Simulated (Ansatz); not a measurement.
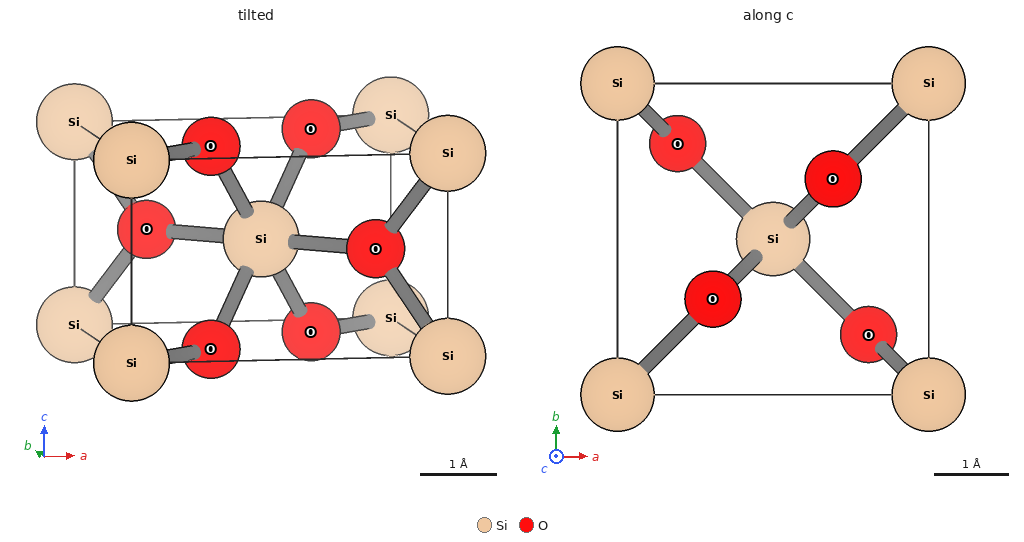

SiO₂, rutile, space group P4₂/mnm (No. 136), a = 4.233 Å, b = 4.233 Å, c = 2.693 Å, α = 90.00°, β = 90.00°, γ = 90.00°. The structure above is drawn in ball-and-stick style and viewed slightly off an axis and along the c axis. The wireframe shows the conventional unit cell. This one geometry was run with six functionals. The cell is a structure listed in the Materials Project. It needn't be the stable form of this composition.

Alike in all runs: Ansatz 0.2.0; potentials Ansatz PAW; cutoff 420 eV; k mesh 6 × 6 × 10 on the run's cell of 6 atoms; occupations fermi-dirac, width 0.05 eV; no spin polarisation; no spin-orbit coupling.

| level | pressure (GPa) | gap (eV) |
| --- | --- | --- |
| RPBE | 5.4 | 5.11 |
| LDA | -14.1 | 5.01 |
| PBEsol | ? | ? |
| PBE | -0.1 | 5.03 |
| revPBE | 4.0 | 5.09 |
| BLYP | 5.0 | 5.18 |

> What does PBEsol give?

Pressure -6.7 GPa; gap 4.98 eV. That is between LDA and PBE in pressure.

> Order the levels by the equilibrium volume that these pressures point to, smallest first.

LDA (-14.1 GPa), PBEsol (-6.7 GPa), PBE (-0.1 GPa), revPBE (4.0 GPa), BLYP (5.0 GPa), RPBE (5.4 GPa). A higher pressure at one volume points to a larger equilibrium volume, as long as the bulk moduli are alike; rows a few tenths of a GPa apart can't be told apart.

Gaps are the least found on the k-mesh, which can miss the band edges.

Notes on single rows: RPBE and revPBE: the pressure holds a Pulay correction of +0.9 GPa for the finite cutoff; LDA: the pressure holds a Pulay correction of +1.4 GPa for the finite cutoff; PBEsol: the pressure holds a Pulay correction of +1.1 GPa for the finite cutoff; PBE: the pressure holds a Pulay correction of +1.0 GPa for the finite cutoff; BLYP: the pressure holds a Pulay correction of +1.3 GPa for the finite cutoff.

Caveat: semilocal functionals give gaps below the measured ones.
